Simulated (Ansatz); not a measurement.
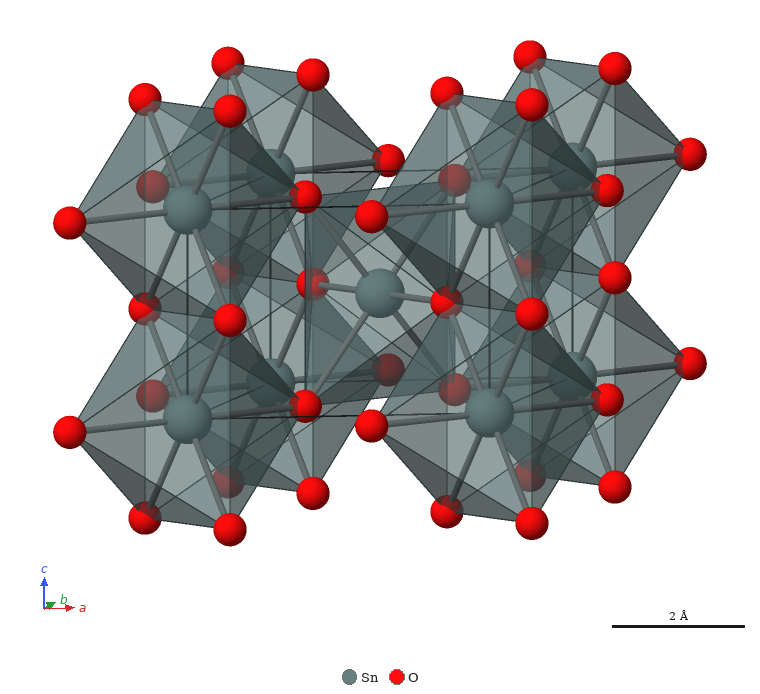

**Figure 1.** The structure as given in the input (polyhedral view of the cell of the calculation, seen slightly off an axis; polyhedra are completed across the faces of the cell). An atom can appear more than once, as a periodic image.

Run report: SnO2, single-point calculation

SnO2 (P2₁/c, 6 atoms in the cell), computed with DFT r2SCAN, scalar-relativistic, plane waves, PAW, no spin polarisation (Ansatz 0.2.0).

The structure derives from an entry of the Crystallography Open Database. It belongs to a series of runs on one base structure; here: strain +0.0525 x Voigt [0, 0, 0, 0, 1, 0], atoms carried along. Figures and captions count atoms from 1; the log counts them from 0 in places.

The input:
```yaml
crystal:
  lattice:
    - [4.7602164773, 0.0, 0.1249556825]
    - [0.0, 4.7602164773, 0.0]
    - [0.0840148338, 0.0, 3.2005650988]
  atoms:
    - { symbol: Sn, position: [0.0, 0.0, 0.0] }
    - { symbol: Sn, position: [0.5, 0.5, 0.5] }
    - { symbol: O, position: [0.3058934984, 0.3058934984, 0.0] }
    - { symbol: O, position: [0.1941065016, 0.8058934984, 0.5] }
    - { symbol: O, position: [0.6941065016, 0.6941065016, 0.0] }
    - { symbol: O, position: [0.8058934984, 0.1941065016, 0.5] }
basis:
  ecutwfc: 500
kpoints:
  mp_grid: { grid: [6, 6, 8] }
hamiltonian:
  xc: r2scan
scf:
  occupations: { method: gaussian, width: 0.05 }
output:
  forces: true
  stress: true
  eigenvalues: true
  write_density: true
  write_potential: true
  elf: true
  volumetric_format: npy
```

Run on 1 thread of Arm Neoverse V1, 24 GiB of memory available, shared host.

Run as:
```bash
ansatz run input.yaml --threads 1 --pin off --max-ram 2560MiB --backend cpu --events-out ev --progress --plain --runs-dir out
```

Output:
```
Engine: ansatz 0.2.0, aarch64-unknown-linux-gnu
Pseudopotentials: kind: paw
Pseudopotential: Sn, paw, valence charge 14, recommended cutoff 500 eV (meta_gga), Sn.paw.azcp
Pseudopotential: O, paw, valence charge 6, recommended cutoff 500 eV (meta_gga), O.paw.azcp
Functional definition: r2SCAN
  parameter k0 = 0.174
  parameter k1 = 0.065
  parameter a1 = 4.9479
  exchange = r2scan_x(k0 = k0, k1 = k1, a1 = a1)
  correlation = r2scan_c
Crystal: 6 atoms, lattice volume = 72.474 Å³
Basis set: ecut = 500 eV, 1853 PW (Γ), exchange–correlation on 144×144×96 points (64 copies of the dense FFT grid, shifted against one another)
Bands: 32, of which v1, the nominal top of the filled ones, is band 26 counted from 1 (25 counted from 0)
Symmetry: 4 space group operations
Space group: P21/c (ITA 14), of the structure as read, at distance tolerance 4.2e-5 Å
k-points: 104 of 288
Non-local potential: Sn, projectors of the file, l = 0: 2, l = 1: 2, l = 2: 2, l = 3: 2
Non-local potential: O, projectors of the file, l = 0: 2, l = 1: 2, l = 2: 1
PAW form: soft (Blöchl's): semilocal exchange-correlation on the pseudo side does not see the compensation charge
PAW frozen core: Sn, regenerated for the run's functional (the file was generated under x = pbe(κ = 0.804, μ = 0.2195149727645171), c = pbe(β = 0.06672455060314922))
PAW frozen core: O, regenerated for the run's functional (the file was generated under x = pbe(κ = 0.804, μ = 0.2195149727645171), c = pbe(β = 0.06672455060314922))
PAW one-centre angular grid: Sn, 590 points (default); XC on 249 of its mesh's 2787 points in the sphere
PAW one-centre angular grid: O, 302 points (default); XC on 160 Gauss nodes
Initial density: superposition of atomic densities (neutral atoms: chi_scale 0, normalization atom), corrected by the library's trained network
Initial wavefunctions: pseudopotential atomic-orbital guess
Functional: x = r2scan, c = r2scan; τ floored in thin density (d = 2e-4 eV/Å³)
SCF iter   1: F=—  HF=-14352.250845 eV  |F-HF|=—  |Δ(HF+E_count)|=         —  Δρ=1.03e-2  dr2=5.61e-2  dr2_τ=2.71e-1  ethr=1.77e-3  ⟨swp⟩=6.0  Hψ=14568  notcnv=0  defer=16
preconditioner: auto → Resta (q_TF=auto, 2.581 Å⁻¹)  ε∞=3.3  [insulator: Δε(μ)=1.818 eV  Ē_g=20.800 eV  σ=0.050 eV  W_gap=1.00  n_scr=18 (ndim 8)  ℏωp=31.5 eV  f_vac=0.029  D(μ)=0.00/eV (n_scr^D=0)  ε∞_Penn≈3.3]
SCF iter   2: F=—  HF=-14352.355489 eV  |F-HF|=—  |Δ(HF+E_count)|=   1.05e-1  Δρ=6.11e-3  dr2=1.49e-2  dr2_τ=1.00e-3  ethr=1.08e-4  ⟨swp⟩=2.0  Hψ=6261  notcnv=0  defer=186
SCF iter   3: F=—  HF=-14352.354539 eV  |F-HF|=—  |Δ(HF+E_count)|=   9.50e-4  Δρ=8.23e-4  dr2=4.61e-4  dr2_τ=9.90e-5  ethr=2.87e-5  ⟨swp⟩=1.0  Hψ=3142  notcnv=0  defer=186
SCF iter   4: F=—  HF=-14352.354626 eV  |F-HF|=—  |Δ(HF+E_count)|=   8.70e-5  Δρ=2.81e-4  dr2=4.09e-5  dr2_τ=4.24e-6  ethr=8.86e-7  ⟨swp⟩=2.1  Hψ=4744  notcnv=0  defer=186
SCF iter   5: F=—  HF=-14352.354633 eV  |F-HF|=—  |Δ(HF+E_count)|=   7.07e-6  Δρ=1.21e-4  dr2=1.22e-5  dr2_τ=7.21e-7  ethr=7.86e-8  ⟨swp⟩=2.0  Hψ=4798  notcnv=0  defer=186
SCF iter   6: F=—  HF=-14352.354630 eV  |F-HF|=—  |Δ(HF+E_count)|=   2.75e-6  Δρ=5.64e-5  dr2=2.43e-6  dr2_τ=7.37e-8  ethr=2.35e-8  ⟨swp⟩=2.2  Hψ=5647  notcnv=0  defer=186
SCF iter   7: F=-14352.354630 eV  HF=-14352.354630 eV  |F-HF|=1.34e-8  |Δ(HF+E_count)|=   6.08e-7  Δρ=7.04e-6  dr2=3.26e-8  dr2_τ=1.89e-9  ethr=1.92e-10  ⟨swp⟩=13.1  Hψ=26767  notcnv=0
SCF 1 converged in 7 iterations: F = -14352.354630 eV  dr2 = 3.26e-8
  greatest PAW one-centre occupation: 0.996 electrons in one spin orbital (limit 2), on the Sn atom at site 1 (counted from 0), in its partial waves of l = 2
SCF converged after 7 iterations
Free energy (F): -14352.354630 eV
Harris-Foulkes:  -14352.354630 eV  (|F-HF|=1.34e-8)
Internal energy: -14352.354630 eV  (E = F + TS)
E sigma→0 (E₀):  -14352.354630 eV
Fermi energy:    9.792930 eV
--- Per-component energies (eV) ---
  E_band       = -164.374451
  E_kinetic    = 1085.988666
  E_local      = -2885.560219  (includes V_loc(G=0)·N_el)
  E_nonlocal   = 131.572975
  E_hartree    = 1502.248117
  E_xc         = -1035.911828
  E_vxc        = -622.809030  (∫ρ·V_xc dr)
  E_paw        = -8986.234148  (= ΣΔE_a)
  E_vpaw       = -917.371914  (= ΣTr[D̂ρ^β])
  E_aug_tail   = 0.004013  (compensation charges beyond the density's cutoff)
  E_vtau       = 39.301390  (kinetic-family band-sum trace: ∫τ·v_τ [+ j·A + Jᵃ·Aᵃ] dr)
  E_ewald      = -4165.805082
  E_core_change = 1.342876  (= ΣΔE_core)
  E_smearing   = -0.000000  (= −TS)
  E_closure    = -0.000000  (closes the sum)
  Σ components = -14352.354630   (vs F -14352.354630, Δ=0.00e0)
--- Forces (eV/Å), atoms counted from 1 ---
  atom   1  Sn    -0.00000000     0.00000000    -0.00000000
  atom   2  Sn     0.00000000     0.00000000     0.00000000
  atom   3  O     -0.02855137    -0.02178700     0.26895159
  atom   4  O      0.02855137    -0.02178700    -0.26895159
  atom   5  O      0.02855137     0.02178700    -0.26895159
  atom   6  O     -0.02855137     0.02178700     0.26895159
  max |Σ_I F_I| component: 3.47e-18 eV/Å
--- Stress (GPa, compression-positive) ---
        0.564443       0.000000      -6.170291
        0.000000       0.427236       0.000000
       -6.170290       0.000000       0.697003
  P = ⅓ Tr σ = 0.5629 GPa (5.629 kbar)
--- Band table (eV; the first three rows and the last of 104) ---
  k-point 0: bands = ["-12.8778", "-12.0024", "-11.7103", "-11.6911", "-11.6760", "-11.5977", "-11.5489", "-11.4741", "-11.4304", "-11.4264", "-10.7649", "-9.1433", "-9.1328", "-7.1597", "0.8493", "4.7733", "4.8735", "5.1014", "5.7650", "6.9270", "7.0126", "7.6674", "7.6961", "8.1175", "8.1445", "8.9088", "10.6771", "15.7277", "15.8533", "15.9430", "20.0365", "20.4488"]
  k-point 1: bands = ["-12.8033", "-11.9438", "-11.8540", "-11.8270", "-11.6641", "-11.6315", "-11.5444", "-11.4793", "-11.4494", "-11.4395", "-10.7084", "-8.8646", "-8.8606", "-7.2857", "0.8534", "4.8006", "5.0155", "5.0913", "5.8700", "5.9587", "6.8992", "7.1293", "7.1311", "8.1497", "8.1696", "8.7745", "11.6089", "16.0468", "16.5056", "16.6036", "19.2128", "21.2202"]
  k-point 2: bands = ["-12.6101", "-12.2258", "-12.1939", "-11.7451", "-11.6205", "-11.5933", "-11.5317", "-11.5004", "-11.4821", "-11.4563", "-10.4570", "-8.2956", "-8.2823", "-7.6660", "0.9157", "4.3811", "4.6974", "5.3607", "5.3690", "6.1037", "6.1162", "6.1805", "6.4529", "8.0451", "8.0644", "8.3999", "13.2485", "16.5218", "17.8826", "18.0754", "18.6826", "21.1863"]
  k-point 103: bands = ["-12.6134", "-12.6134", "-12.0809", "-12.0809", "-11.5442", "-11.5442", "-11.4768", "-11.4768", "-11.4405", "-11.4405", "-8.9748", "-8.9748", "-7.6083", "-7.6083", "1.0445", "1.0445", "3.9316", "3.9316", "6.3597", "6.3597", "6.5758", "6.5758", "7.8783", "7.8783", "8.1201", "8.1201", "14.4089", "14.4089", "18.5211", "18.5211", "20.6352", "20.6352"]
```

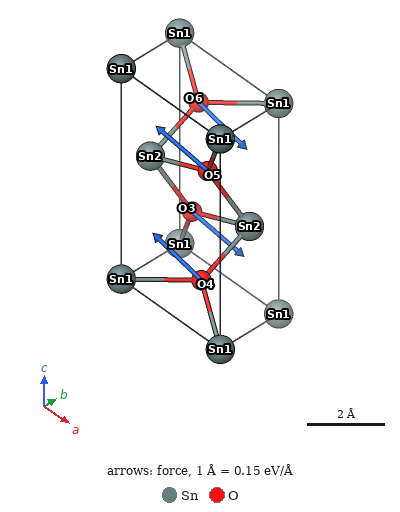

**Figure 2.** Forces on the atoms as blue arrows (ball-and-stick view of the cell of the calculation, set on other vectors, seen slightly off an axis; atoms are numbered from 1 in the order of the input). The largest act on all 4 O atoms (0.27 eV/Å). The geometry is not a stationary point of this energy.

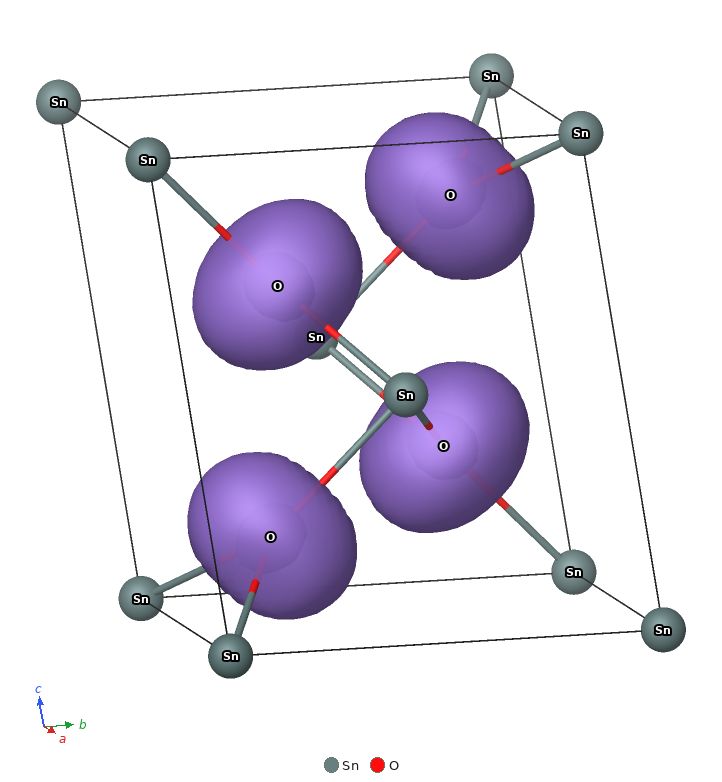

**Figure 3.** Isosurface of the electron localisation function at 0.7 (purple), seen slightly off an axis. Only the valence region is drawn (cores and ρ < 0.01 e/Å³ removed). Sticks mark near contacts. The outline is the cell set on symmetry axes. Values along the shortest contacts: Sn–O (2.03 Å): the ELF is about 0.25 at the midpoint. Sn–O (2.10 Å): the ELF is about 0.25 at the midpoint. Core electrons are frozen (PAW), so the fields are smoothed inside the atomic spheres.

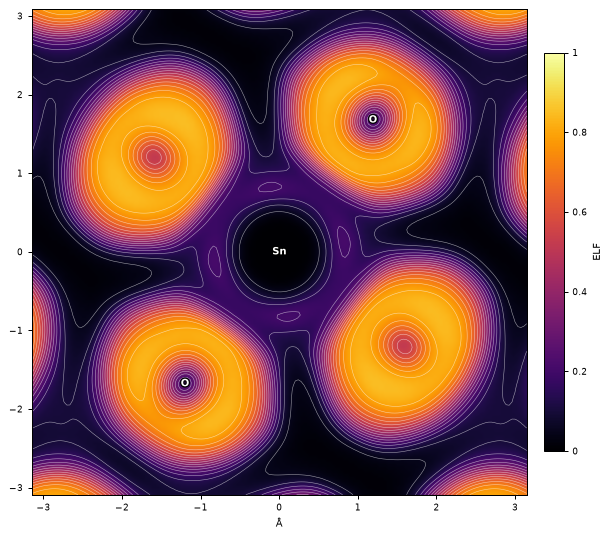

**Figure 4.** ELF on the (11̄0) plane of the conventional cell. The section cuts through Sn and O sites.

Key numbers:

```tsv
quantity	value
outcome	converged
space group (tolerance 0.01 Å)	P2₁/c (14)
electrons treated	52
free energy	−14352.3546 eV
Fermi energy	9.793 eV
gap on the k-point mesh	1.77 eV
pressure	0.56 GPa
largest force (length of the vector)	0.271 eV/Å
wall time	43 s
peak memory	0.6 GiB
```
